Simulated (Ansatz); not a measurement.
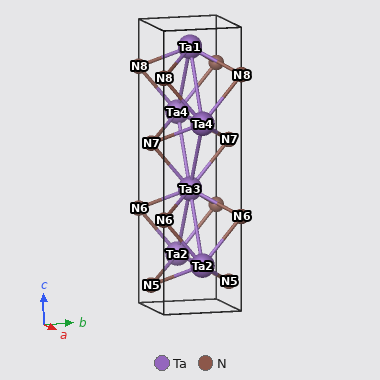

The system is TaN (P-6m2, No. 187; 8 atoms in the cell); the picture shows the reference structure. Rigid slide and opening across a plane, one cut a cell; the plane is (1 0 0) of the conventional cell, and the faces at the cut hold Ta and N. First axis: slide along a1 + 0 a2 (2.924 Å). Second axis: opening across the cut. Nothing is relaxed (rigid halves). The grid has 6 × 5 points; 20 points were computed and 10 follow by symmetry. Points are written as (first, second). Energies are in J/m², from the lowest grid point. Method: DFT PBEsol, scalar-relativistic, plane waves, PAW in Ansatz 0.2.0. Settings: cutoff 520 eV, k-mesh 15×15×5 in the order of the run's cell vectors, gaussian smearing 0.15 eV, no spin polarisation.

Its coordinates:

```xyz
8
Lattice="1.4619 -2.5321 0.0000 0.0000 0.0000 -2.8705 8.7716 5.0643 0.0000" Properties=species:S:1:pos:R:3 pbc="T T T"
Ta    8.7718    3.3763   -1.4352
Ta    1.4621    0.8441   -1.4352
Ta    4.3859    0.8441   -1.4352
Ta    5.8479    3.3763   -1.4352
N     1.4621   -0.8440    0.0000
N     2.9240    1.6882    0.0000
N     5.8479    1.6882    0.0000
N     7.3098    4.2203    0.0000
```

The input of one point:

```yaml
crystal:
  lattice:
    - [1.4619341542, -2.5321442324, 0.0]
    - [0.0, 0.0, -2.8704762697]
    - [8.7716049254, 5.0642884649, 0.0]
  atoms:
    - { symbol: Ta, position: [0.5, 0.5, 0.0833333333] }
    - { symbol: Ta, position: [0.0, 0.5, 0.3333333333] }
    - { symbol: Ta, position: [0.5, 0.5, 0.5833333333] }
    - { symbol: Ta, position: [0.0, 0.5, 0.8333333333] }
    - { symbol: "N", position: [0.5, 0.0, 0.25] }
    - { symbol: "N", position: [0.0, 0.0, 0.5] }
    - { symbol: "N", position: [0.5, 0.0, 0.75] }
    - { symbol: "N", position: [0.0, 0.0, 0.0] }
basis:
  ecutwfc: 520.0
kpoints:
  mp_grid: { grid: [15, 15, 5] }
hamiltonian:
  xc: pbesol
  pseudopotentials: { kind: paw, azcp: { folder: soft_1 } }
scf:
  occupations: { method: gaussian, width: 0.15 }
output:
  forces: true
  stress: true
  eigenvalues: true
```

Range: slide along a1 + 0 a2 (2.924 Å) from 0.000 to 0.833; opening across the cut from −0.25 to 2.20 Å.

Question: What will the energy surface look like?

Answer: The lowest grid point is at (0.000, 0.00 Å). The highest grid point, (0.500, −0.25 Å), lies 9.3 J/m² above the lowest.

```
second ↓, first →  0/6  1/6  2/6  3/6  4/6  5/6
             2.20  6.6  6.6  6.7  6.7  6.7  6.6
             1.00  5.0  5.2  5.7  6.0  5.7  5.2
             0.40  1.6  2.4  4.0  4.9  4.0  2.4
             0.00  0.0  1.4  4.4  6.0  4.4  1.4
            −0.25  1.3  3.1  7.2  9.3  7.2  3.1
```

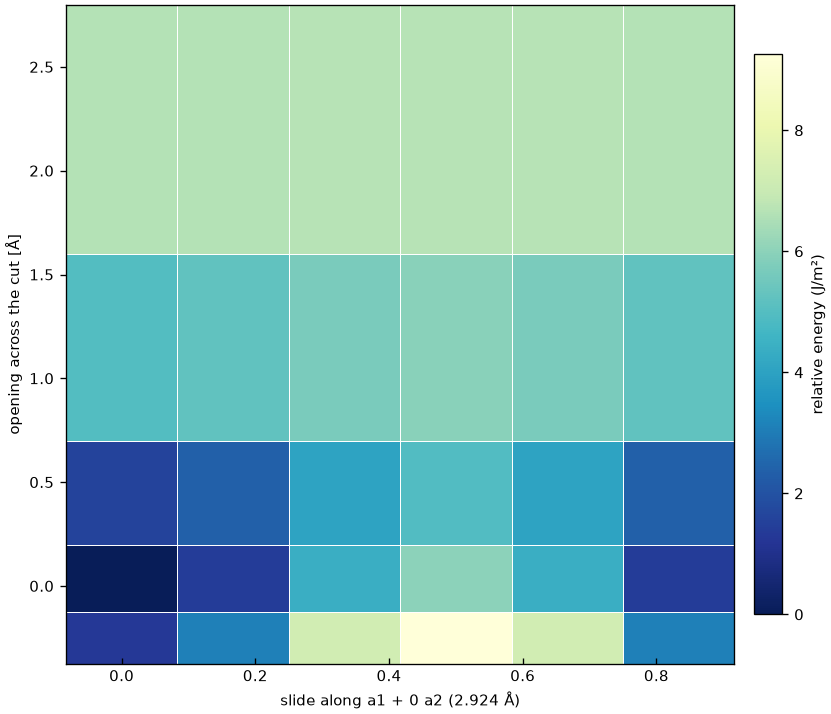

In the figure: one coloured cell a grid point.

Time for the 20 points that were run: 33 min on 2 threads of Arm Neoverse V1, on a shared host.
